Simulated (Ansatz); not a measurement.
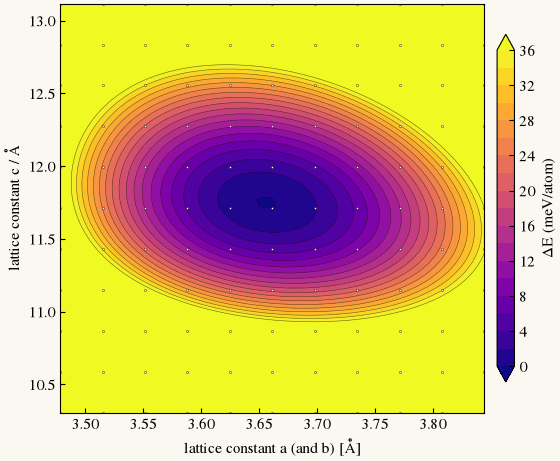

La (P6_3/mmc, No. 194; 4 atoms in the cell). 
- The energy is mapped over the lattice constants a and c of the conventional cell.
- Coordinates scanned: (1) lattice constant a (and b); (2) lattice constant c.
- Nothing is relaxed (symmetry fixes all fractional coordinates).
- The grid has 11 × 11 points.
- Energies: meV/atom, counted from the lowest grid point.
- The calculation used Ansatz 0.2.0, DFT PBEsol, scalar-relativistic, plane waves, PAW. Settings: cutoff 420 eV, k-mesh 12×12×4 in the order of the run's cell vectors, gaussian smearing 0.15 eV, no spin polarisation.

In the figure: filled contours, dots at the grid points, one colour for all values above the top of the scale. Between grid points the surface is interpolated.

**Estimate the position of the minimum and the force constants in these coordinates.**

The interpolated minimum is at lattice constant a (and b) ≈ 3.656 Å, lattice constant c ≈ 11.748 Å. The curvatures there are about 9.3 eV/Å² and 0.4 eV/Å², with a cross term of about 0.31 eV/Å² (per cell of 4 atoms). Round the minimum the valley is somewhat tilted: raising lattice constant a (and b) shifts the best value of lattice constant c downwards (coupling k₁₂/√(k₁₁k₂₂) about 0.2).
